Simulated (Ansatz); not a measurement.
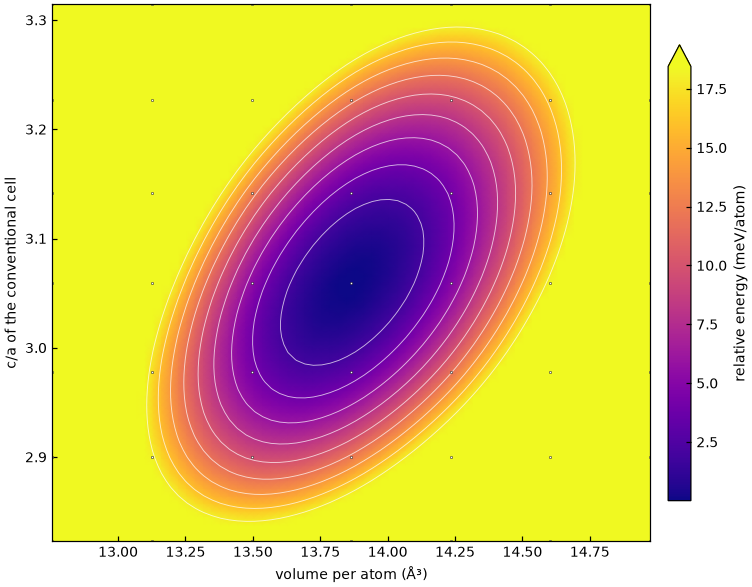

SnO₂ (P6_3/mmc, No. 194; 6 atoms in the cell). 
- The energy is mapped over volume and the cell's shape.
- First axis: volume per atom. Second axis: c/a of the conventional cell.
- Nothing is relaxed (fractional coordinates fixed).
- Grid: 7 × 7 points.
- Points are written as (first, second).
- Energies: meV/atom, counted from the lowest grid point.
- These are results of Ansatz, DFT LDA+D3(BJ), scalar-relativistic, plane waves, PAW, not measurements. Settings: cutoff 520 eV, k-mesh 12×12×4 in the order of the run's cell vectors, gaussian smearing 0.05 eV, no spin polarisation.

In the figure: a smooth colour map with a few white contour lines, dots at the grid points, one colour for all values above the top of the scale. Between grid points the surface is interpolated.

### Where is the minimum, and how stiff is the well along each coordinate?

The interpolated minimum is at volume per atom ≈ 13.865 Å³, c/a of the conventional cell ≈ 3.059. The curvatures there are about 0.46 eV/(Å³)² and 5.6 eV, with a cross term of about −0.79 eV/Å³ (per cell of 6 atoms). Round the minimum the valley is somewhat tilted: raising volume per atom shifts the best value of c/a of the conventional cell upwards (coupling k₁₂/√(k₁₁k₂₂) about −0.5).
